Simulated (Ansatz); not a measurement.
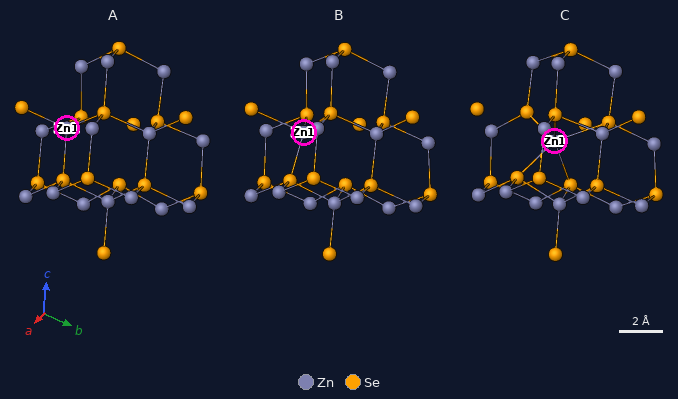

3 geometries from a converged minimum-energy path of a defect cell of composition Zn$_{15}$Se$_{16}$ (cell charge −2) (31 atoms in the cell), shuffled. The picture is a ball-and-stick view of the atoms within 5.5 Å of the middle of the path, seen slightly off an axis. The moving atom is ringed, with any periodic copies. Bonds to atoms that aren't drawn are left out.

Level of theory: DFT LDA, scalar-relativistic, plane waves, PAW (Ansatz). Settings: plane-wave cutoff 420 eV; k-point mesh 2 × 2 × 2; Gaussian smearing 0.02 eV; 5 movable images; climbing image.

Which of them lies highest in energy?

C. In order along the path, whose images run from 0 to 6: C (image 3, +1.31 eV), B (image 5, +0.36 eV), A (image 6, 0.00 eV). A Zn atom travels furthest, 3.80 Å from end to end, along [1 −1 0], on a path that bends up to 0.73 Å away from the straight line. At the highest image its nearest neighbour (Se) is 2.32 Å away, against 2.37 Å at the start, and the surrounding atoms stand up to 0.37 Å off the mean of their end positions.

Limits of the set-up: the cell is charged, on a uniform background, and energies carry no finite-size correction.
